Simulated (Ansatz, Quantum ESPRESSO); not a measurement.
# hBN, 2 layers, AA' stacking: the gap along the path at a withheld member of a series

How the rows were computed: Quantum ESPRESSO 7.5, PBE-D3(BJ), GBRV ultrasoft. Cell and atoms are first relaxed with a D3(BJ) correction; each strained cell is then held and the atoms relax in it. A periodic run with 15 Å of vacuum in the starting cell gives the vacuum levels, and bands follow along a path. The series steps biaxial strain.

```tsv
biaxial strain	gap along the path (eV)
-4 %	4.595
-3 %	4.640
-2 %	4.609
-1 %	4.554
0 %	4.497
1 %	4.440
2 %	4.383
3 %	4.325
```

One more run was made and is withheld. What is the gap along the path at 4 %?

**Fit.** The rows at 2 % and 3 % give a slope of (4.325 − (4.383))/(3 − (2)) = −0.058, so a straight line gives 4.267 eV. A parabola through these and the row at 1 % gives 4.266 eV.

What the calculation gave: 4.267 eV. The line misses by 0.000 and the parabola by −0.001 eV. Both misses are under 5 % of the step from the nearer row.

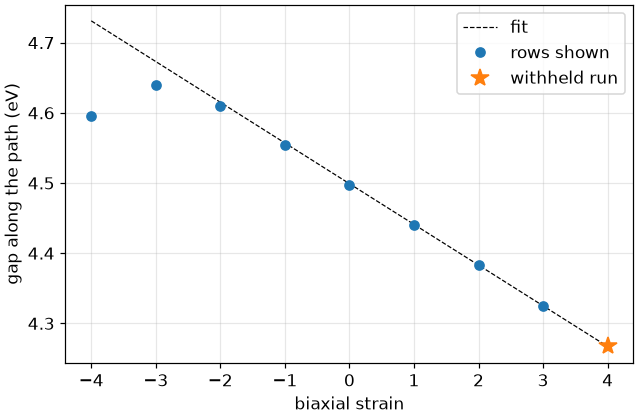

The rows shown, the fit and the withheld run.

Caveats: Semilocal gaps are too small; the 1×1 cell can't ripple over many cells under compression as a free sheet would. No spin-orbit coupling.

[Logs are printed without paths, hosts, clocks, repeated set-up lines and the standing remarks that a program may print on its own settings, such as how far it seeks lower states.]
